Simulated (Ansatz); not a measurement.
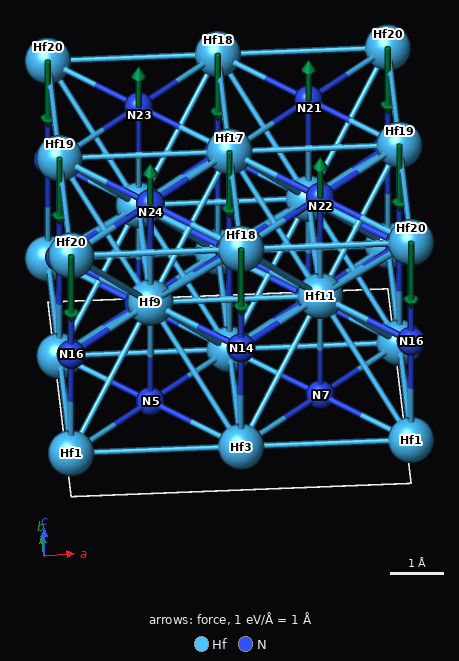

Starting geometry of a slab of composition HfN (cut from the Fm-3m phase) with the computed forces as green arrows. A ball-and-stick model of the cell of the calculation, outlined in the plane, without the vacuum (origin shifted), seen from a free direction.

Case: clean slab, lower planes held. The slab is the (1 0 0) face of HfN. 8 atoms are held fixed.

Level of theory: Ansatz 0.2.0, DFT PBE, scalar-relativistic, plane waves, PAW.

Input
```yaml
crystal:
  lattice:
    - [6.4315507115, 0.0, 0.0]
    - [0.0, 6.4315507115, 0.0]
    - [0.0, 0.0, 20.5477931216]
  atoms:
    - { symbol: Hf, position: [0.25, 0.25, 0.389336215] }
    - { symbol: Hf, position: [0.25, 0.75, 0.389336215] }
    - { symbol: Hf, position: [0.75, 0.25, 0.389336215] }
    - { symbol: Hf, position: [0.75, 0.75, 0.389336215] }
    - { symbol: "N", position: [0.5, 0.5, 0.389336215] }
    - { symbol: "N", position: [0.5, 0.0, 0.389336215] }
    - { symbol: "N", position: [0.0, 0.5, 0.389336215] }
    - { symbol: "N", position: [0.0, 0.0, 0.389336215] }
    - { symbol: Hf, position: [0.5, 0.5, 0.5] }
    - { symbol: Hf, position: [0.5, 0.0, 0.5] }
    - { symbol: Hf, position: [0.0, 0.5, 0.5] }
    - { symbol: Hf, position: [0.0, 0.0, 0.5] }
    - { symbol: "N", position: [0.75, 0.75, 0.5] }
    - { symbol: "N", position: [0.75, 0.25, 0.5] }
    - { symbol: "N", position: [0.25, 0.75, 0.5] }
    - { symbol: "N", position: [0.25, 0.25, 0.5] }
    - { symbol: Hf, position: [0.75, 0.75, 0.610663785] }
    - { symbol: Hf, position: [0.75, 0.25, 0.610663785] }
    - { symbol: Hf, position: [0.25, 0.75, 0.610663785] }
    - { symbol: Hf, position: [0.25, 0.25, 0.610663785] }
    - { symbol: "N", position: [0.0, 0.0, 0.610663785] }
    - { symbol: "N", position: [0.0, 0.5, 0.610663785] }
    - { symbol: "N", position: [0.5, 0.0, 0.610663785] }
    - { symbol: "N", position: [0.5, 0.5, 0.610663785] }
basis:
  ecutwfc: 420
kpoints:
  mp_grid: { grid: [3, 3, 1] }
hamiltonian:
  xc: pbe
scf:
  occupations: { method: gaussian, width: 0.1 }
output:
  forces: true
  eigenvalues: true
  write_density: true
  write_potential: true
  elf: true
  volumetric_format: npy
relax:
  adjacent_minimum: "off"
  f_tol: 0.03
  max_steps: 70
  constraints: [{ sites: [0, 1, 2, 3, 4, 5, 6, 7] }]
efield:
  axis: 3
  dipole_correction: true
  ramp_width: 0.04
```

Run as
```bash
ansatz run input.yaml --threads 4 --pin off --max-ram 10240MiB --backend cpu --events-out ev --progress --plain --runs-dir out
```

Is this structure relaxed? If not, where do the atoms go?

It isn't relaxed: the largest force vector, on Hf atoms, is 1.55 eV/Å. The final displacements follow the starting forces only in part (cosine between the two patterns 0.85). The energy falls by 0.682 eV per cell of the calculation in 4 geometry steps. Largest force component: 1.5 eV/Å at the start, 0.015 eV/Å at the end. The largest moves, 0.16 Å, are those of Hf17, Hf18, Hf19 and Hf20. Hf17 goes along the normal (−c). Largest moves by element: Hf 0.16 Å, N 0.09 Å. The cell doesn't change. Near-neighbour distances that change, for instance: Hf10–Hf17 3.216 → 3.124 Å, Hf1–N16 2.274 → 2.188 Å, Hf10–N23 2.274 → 2.352 Å, N13–Hf17 2.274 → 2.196 Å. Bond angles that change, for instance: Hf17–N21–Hf20 180.0° → 169.5°, Hf12–N21–Hf17 90.0° → 84.7°, Hf9–N13–Hf12 180.0° → 177.3°. Cost: 52 s on 4 threads of Intel(R) Xeon(R) 6975P-C (Granite Rapids) (shared host), peak memory 2.5 GiB.
